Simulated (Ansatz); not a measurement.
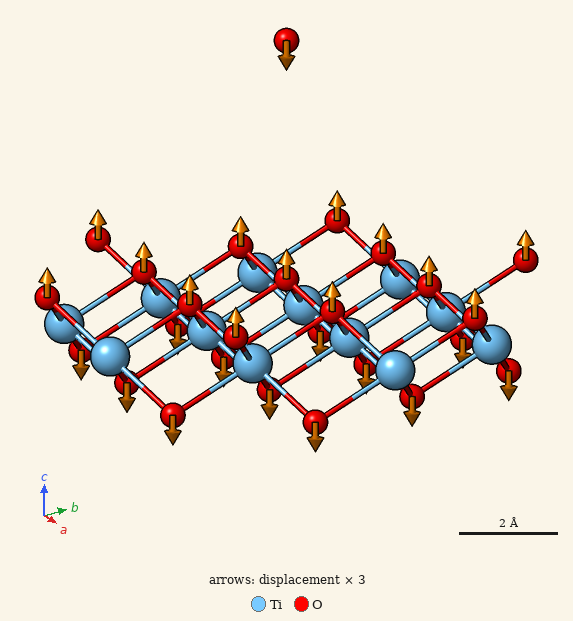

This is a relaxation of solid TiO2 (set up in R-3m). The starting structure is drawn; orange arrows show the displacements (the part carried along by the change of the cell is left out), magnified 3 times.

Style: ball-and-stick. Shown: the atoms within 5.8 Å of the atom that moves most (axes of the conventional cell (3 times the calculation's cell)), slightly off an axis. Lengths and directions refer to the drawn axes.

The run lets cell and atoms move.

Method: Kohn-Sham DFT of a periodic cell, r2SCAN, DFT+U, Ansatz PAW (Ansatz 0.2.0).

Input
```yaml
crystal:
  lattice:
    - [1.4973312015, 0.8644845722, 6.9815443949]
    - [-1.4973312015, 0.8644845722, 6.9815443949]
    - [0.0, -1.7289691445, 6.9815443949]
  atoms:
    - { symbol: Ti, position: [0.0, 0.0, 0.0] }
    - { symbol: O, position: [0.379533, 0.379533, 0.379533] }
    - { symbol: O, position: [0.620467, 0.620467, 0.620467] }
hamiltonian:
  xc: r2scan
  pseudopotentials: { kind: paw }
  hubbard: { sites: [{ species: Ti, l: d, u_eff: 3.0 }] }
kpoints:
  mp_grid: { grid: [10, 10, 10] }
scf:
  occupations: { method: fermi_dirac, width: 0.05 }
output:
  forces: true
  stress: true
  eigenvalues: true
relax:
  f_tol: 0.01
  max_steps: 40
  cell: { stress_tol: 0.05 }
```

Run as
```bash
ansatz run input.yaml --threads 2 --pin off --max-ram 5632MiB --backend cpu --events-out ev --progress --plain --runs-dir out
```

**Describe the change and its energy.**

Over 14 accepted moves (17 points after the start) the energy falls by 6.9 meV per atom. The largest force component goes from 0.44 to 0.0046 eV/Å. Pressure: −1.64 GPa at the start and 0.03 GPa at the end. The line search rejected the trial step at point 11 of the run. At 2 points the geometry stayed and the basis and grid were re-selected for the new cell (energy shift of 1.7 meV per atom at most each time). The largest moves relative to the cell, 0.22 Å, are those of O atoms. Ti stays in place. The volume changes by −24.7 %, with a = b 2.995 → 2.998 Å (+0.1 %), c 20.945 → 15.742 Å (−24.8 %). Some distances before and after: O–Ti 1.981 → 1.972 Å. The space group stays R-3m (No. 166).
